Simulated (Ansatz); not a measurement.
The crystal is GaN (P6_3mc).

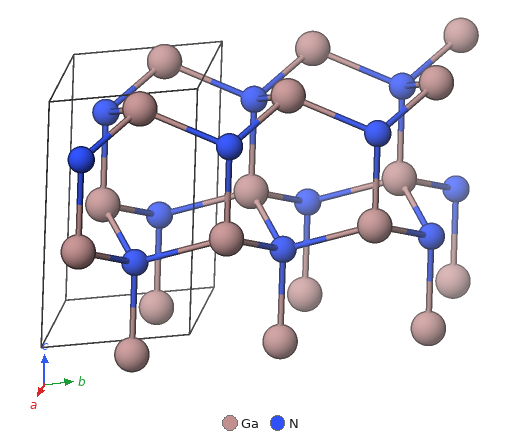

The structure (gallium pink, nitrogen blue). 2×3×1 cells are drawn. Some periodic images of atoms are drawn too.

The database entry behind the starting cell differs from later determinations by our own check (about 0.3 % short, ideal inner coordinate), so it need not match the best structure at ambient conditions.

```cif
data_structure
_symmetry_space_group_name_H-M 'P 1'
_symmetry_Int_Tables_number 1
_cell_length_a 3.1800
_cell_length_b 3.1800
_cell_length_c 5.1660
_cell_angle_alpha 90.000
_cell_angle_beta 90.000
_cell_angle_gamma 120.000
_cell_volume 45.24
loop_
_atom_site_label
_atom_site_type_symbol
_atom_site_fract_x
_atom_site_fract_y
_atom_site_fract_z
_atom_site_occupancy
Ga1 Ga 0.33333 0.66667 0.00000 1
Ga2 Ga 0.66667 0.33333 0.50000 1
N3 N 0.33333 0.66667 0.37500 1
N4 N 0.66667 0.33333 0.87500 1
```

The cell and positions come from the Crystallography Open Database and are kept as given unless a step says otherwise. PAW set soft_2, made with PBE.

Gaps computed with Ansatz 0.2.0 without a self-energy: LDA 1.97 eV, PBE 1.96 eV, HSE06 3.23 eV and DDH-PBE0 3.30 eV. The mean ε∞ by PBE perturbation theory is 5.79.

Estimate the G0W0@PBE gap with 6×6×4 mesh, 290 empty bands, screening to 200 eV, default PAW files.

About 3.12 eV: on its mesh the run moves the gap from 1.96 eV by +1.16 eV. Among the scalar-relativistic levels given, HSE06 is nearest (+0.11 eV). One-shot corrections scale roughly with one over ε∞, here 0.17. Bands and cutoff are finite, so the gap is not at the basis limit. The miss can reach some tenths of an eV and take either sign; the mesh is an error of its own. The many-body steps are scalar-relativistic: spin-orbit coupling is not in them.

[Paths, hosts, dates, memory and timing lines, banners, echoed tables and standing remarks are left out of the program output.]

[Logs are printed without paths, hosts, clocks, repeated set-up lines and the standing remarks that a program may print on its own settings, such as how far it seeks lower states.]

[Runs of the session that timed out or met a known fault of the program may be left out.]

[Cells called generated may have been cut or substituted from an entry of the Crystallography Open Database or the Materials Project.]

[Hosts, paths, dates, database ids (printed as entryN), source tags and the programs' standing remarks are cut or masked in the printed files.]
